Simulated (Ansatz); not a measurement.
**Energy of Mg₂Si along an even scaling of the cell**

System: Mg₂Si (3 atoms in the cell).
Method: DFT PBEsol, scalar-relativistic, plane waves, PAW, no spin polarisation (Ansatz 0.2.0).

The 7 runs differ only in the geometry, by an even scaling of the cell at fixed fractional positions. The structure derives from an entry of the Crystallography Open Database.

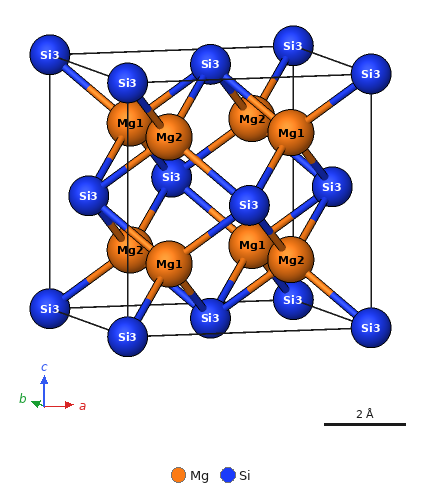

Figure 1. The structure of run 4 (ball-and-stick view of the cell 4 times as large as that of the calculation, set on its symmetry axes, seen slightly off an axis; atoms are numbered from 1 in the order of the input).

## Input of run 4
```yaml
crystal:
  lattice:
    - [0.0, 3.184000138, 3.184000138]
    - [3.184000138, 0.0, 3.184000138]
    - [3.184000138, 3.184000138, 0.0]
  atoms:
    - { symbol: Mg, position: [0.25, 0.25, 0.25] }
    - { symbol: Mg, position: [0.75, 0.75, 0.75] }
    - { symbol: Si, position: [0.0, 0.0, 0.0] }
basis:
  ecutwfc: 420
  ecutrho_ratio: 4
kpoints:
  mp_grid: { grid: [8, 8, 8] }
hamiltonian:
  xc: pbesol
scf:
  occupations: { method: gaussian, width: 0.05 }
output:
  forces: true
  stress: true
  eigenvalues: true
```

Run 5 differs from it as follows:
```diff
-    - [0.0, 3.184000138, 3.184000138]
-    - [3.184000138, 0.0, 3.184000138]
-    - [3.184000138, 3.184000138, 0.0]
+    - [0.0, 3.190715679, 3.190715679]
+    - [3.190715679, 0.0, 3.190715679]
+    - [3.190715679, 3.190715679, 0.0]
```

## Results, with one run withheld

| run | volume per atom (Å³) | free energy per atom, from the lowest run given (meV) | pressure (GPa) | gap on the mesh (eV) |
| --- | --- | --- | --- | --- |
| 1 | 20.253 | 6.25 | 2.47 | 0.06 |
| 2 | 20.675 | 1.50 | 1.17 | 0.09 |
| 3 | 21.097 | 0.00 | −0.01 | 0.11 |
| 4 | 21.519 | 1.46 | −1.08 | 0.14 |
| 5 | 21.656 | ? | ? | ? |
| 6 | 21.941 | 5.58 | −2.04 | 0.16 |
| 7 | 21.961 | 5.83 | −2.08 | 0.16 |

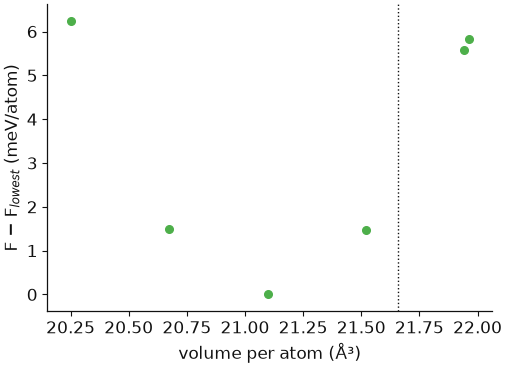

Figure 2. Free energy per atom of the runs given; the dotted line marks run 5.

Estimate the energy of run 5 from the others.

A cubic polynomial in V^(−2/3) (the Birch–Murnaghan form), fitted to the 6 runs given, misses them by under 0.01 meV per atom. With x = V^(−2/3) − 0.13045 Å⁻², it reads F = 0.14552 − 523.12 x + 4.827e+05 x² + 52117 x³ (meV per atom). At run 5 it gives 2.52 meV per atom, and the run itself gives 2.51. The slope of the fit gives a pressure −dF/dV of −1.40 GPa there, and the run prints −1.40 GPa. The fit has its minimum at 21.093 Å³ per atom, where V d²F/dV² gives 55.9 GPa: the bulk modulus at this level, since symmetry fixes the shape and the positions. The gap on the mesh goes, without turning, from 0.06 eV in run 1 to 0.16 eV in run 7; run 5 has 0.14 eV. These are gaps of this functional on this mesh, which can miss the band edges; they aren't the measured gap.

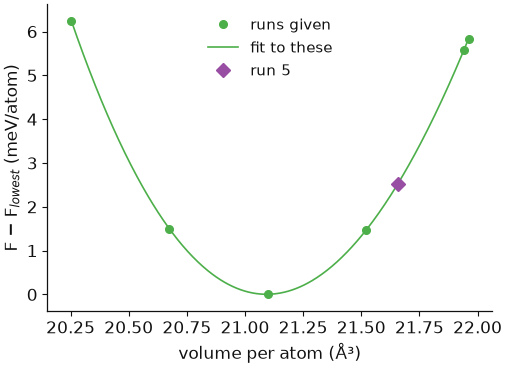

Figure 3. The fit and the withheld run.

## Output, shortened to warnings, some set-up lines, iterations and results (run 5)
```
Basis set: ecut = 420 eV, 1243 PW (Γ), exchange–correlation on 64×64×64 points (8 copies of the dense FFT grid, shifted against one another)
Symmetry: 48 space group operations
k-points: 29 of 512
Initial density: superposition of atomic densities (neutral atoms: chi_scale 0, normalization atom), corrected by the library's trained network
[...]
SCF iter   1: F=—  HF=-4446.071682 eV  |F-HF|=—  |Δ(HF+E_count)|=         —  Δρ=5.65e-3  dr2=5.16e-2  ethr=1.77e-3  ⟨swp⟩=5.4  Hψ=2370  notcnv=0
SCF iter   2: F=—  HF=-4446.060736 eV  |F-HF|=—  |Δ(HF+E_count)|=   1.09e-2  Δρ=3.59e-3  dr2=2.22e-2  ethr=2.15e-4  ⟨swp⟩=1.3  Hψ=715  notcnv=0
SCF iter   3: F=—  HF=-4446.054929 eV  |F-HF|=—  |Δ(HF+E_count)|=   5.81e-3  Δρ=5.79e-4  dr2=3.44e-4  ethr=9.24e-5  ⟨swp⟩=2.0  Hψ=694  notcnv=0
SCF iter   4: F=—  HF=-4446.054888 eV  |F-HF|=—  |Δ(HF+E_count)|=   4.05e-5  Δρ=2.34e-4  dr2=7.63e-5  ethr=1.43e-6  ⟨swp⟩=2.0  Hψ=580  notcnv=0
SCF iter   5: F=—  HF=-4446.054851 eV  |F-HF|=—  |Δ(HF+E_count)|=   3.72e-5  Δρ=6.17e-5  dr2=5.93e-6  ethr=3.18e-7  ⟨swp⟩=2.0  Hψ=571  notcnv=0
SCF iter   6: F=-4446.054849 eV  HF=-4446.054849 eV  |F-HF|=1.81e-8  |Δ(HF+E_count)|=   2.09e-6  Δρ=4.69e-6  dr2=2.71e-8  ethr=4.17e-10  ⟨swp⟩=4.4  Hψ=2028  notcnv=0
SCF 1 converged in 6 iterations: F = -4446.054849 eV  dr2 = 2.71e-8
SCF converged after 6 iterations
Free energy (F): -4446.054849 eV
Harris-Foulkes:  -4446.054849 eV  (|F-HF|=1.81e-8)
Internal energy: -4446.054807 eV  (E = F + TS)
E sigma→0 (E₀):  -4446.054828 eV
Entropy (-TS):   -0.000042 eV (-0.014 meV/atom)
Fermi energy:    5.787544 eV
--- Per-component energies (eV) ---
  E_band       = -704.982205
  E_kinetic    = 190.154445
  E_local      = -3410.799181  (includes V_loc(G=0)·N_el)
  E_nonlocal   = 218.270740
  E_hartree    = 1236.854504
  E_xc         = -111.324570
  E_vxc        = -120.309965  (∫ρ·V_xc dr)
  E_paw        = -1061.361969  (= ΣΔE_a)
  E_vpaw       = -56.003895  (= ΣTr[D̂ρ^β])
  E_aug_tail   = 0.000009  (compensation charges beyond the density's cutoff)
  E_ewald      = -1507.998069
  E_core_change = 0.149285  (= ΣΔE_core)
  E_smearing   = -0.000042  (= −TS)
  E_closure    = -0.000000  (closes the sum)
  Σ components = -4446.054849   (vs F -4446.054849, Δ=0.00e0)
--- Forces (eV/Å), atoms counted from 1 ---
  atom   1  Mg     0.00000000    -0.00000000     0.00000000
  atom   2  Mg     0.00000000    -0.00000000     0.00000000
  atom   3  Si    -0.00000000     0.00000000    -0.00000000
  max |Σ_I F_I| component: 9.25e-17 eV/Å
--- Stress (GPa, compression-positive) ---
       -1.398459       0.000000       0.000000
       -0.000000      -1.398459       0.000000
       -0.000000       0.000000      -1.398459
  P = ⅓ Tr σ = -1.3985 GPa (-13.985 kbar)
```
